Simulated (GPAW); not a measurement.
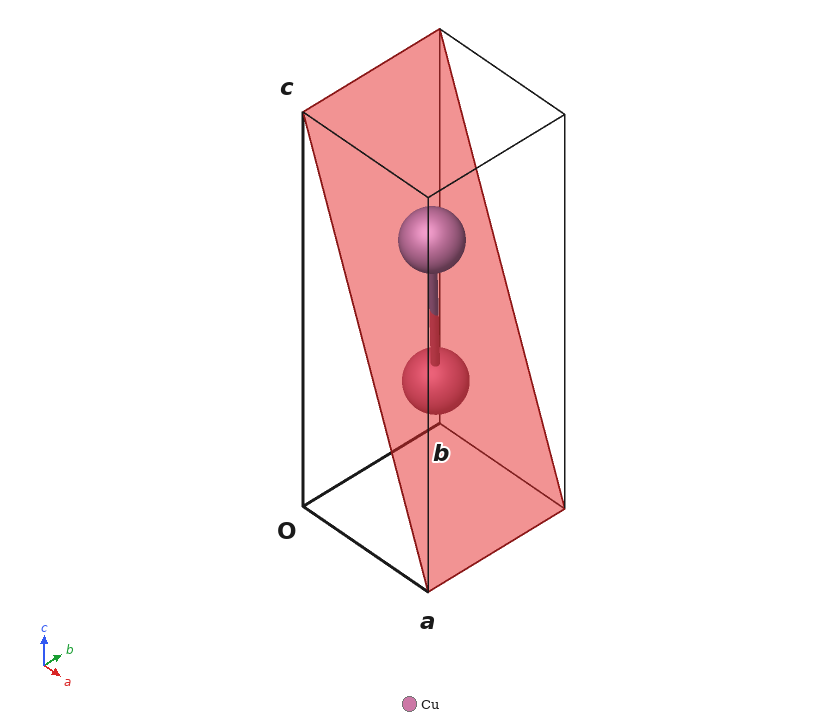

Crystal: Cu, a cell listed in the Materials Project, as set up for an electronic-structure calculation. Every member of one family of equally spaced planes, hx + ky + lz = a whole number, that cuts the unit cell is shaded (one member passes through the origin O, touching the cell only at an edge or corner). The drawing is computed from the coordinates (standard cell, symmetry found to 0.002 Å).

a = 2.534 Å, b = 2.534 Å, c = 4.113 Å, α = 90.00°, β = 90.00°, γ = 120.00°.

**What are the Miller indices?**

(1 0 1), in four indices (1 0 −1 1); the opposite sign names the same planes. The member next to the origin meets the axes a at 1, b never, c at 1.

**What is the spacing?**

d = 1.936 Å.

**Which atoms of the cell lie in these planes (within 0.03 Å)?**

No atom.

**The space group is P6_3/mmc, No. 194. How many reflections hkl are equivalent to this one (itself included), and does it occur?**

12 reflections are equivalent in the Laue class 6/mmm. The space group allows the reflection.
